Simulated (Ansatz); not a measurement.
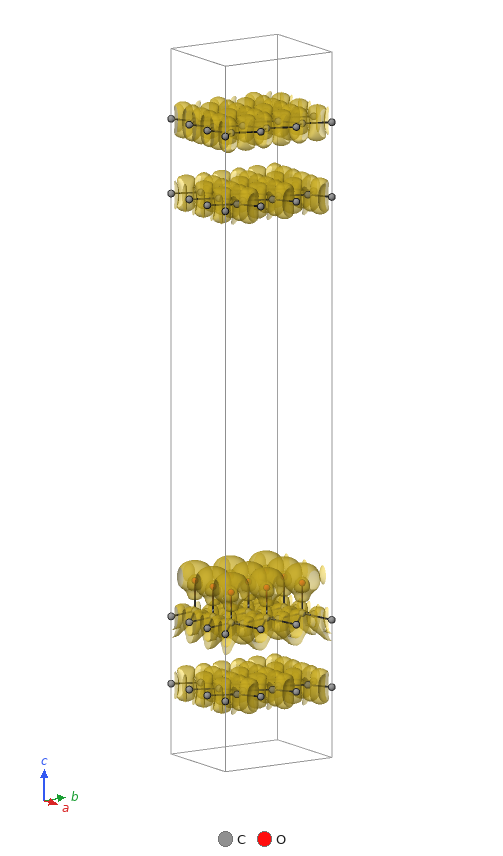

Figure. C$_{8}$O (slab). Isosurface of the electron localisation function at 0.7 (yellow), seen slightly off an axis. Only the valence region is drawn (cores and ρ < 0.01 e/Å³ removed). Sticks mark near contacts.

Method: Ansatz, DFT PBE+D3(BJ), scalar-relativistic, plane waves, PAW.

What do the ELF domains correspond to?

At this value the surface marks out nine regions between bonded C–C atoms, one region on C in which the atom's valence shell and bonds are merged and one region on O in which the atom's valence shell and bonds are merged, counted in one cell of 9 atoms. Counts are for one cell; the picture repeats the cell along the surface.

Values along the shortest contacts:
C–O (1.38 Å): the ELF peaks at about 0.85 between the atoms. C–C (1.42 Å): the ELF peaks at about 0.95 between the atoms.
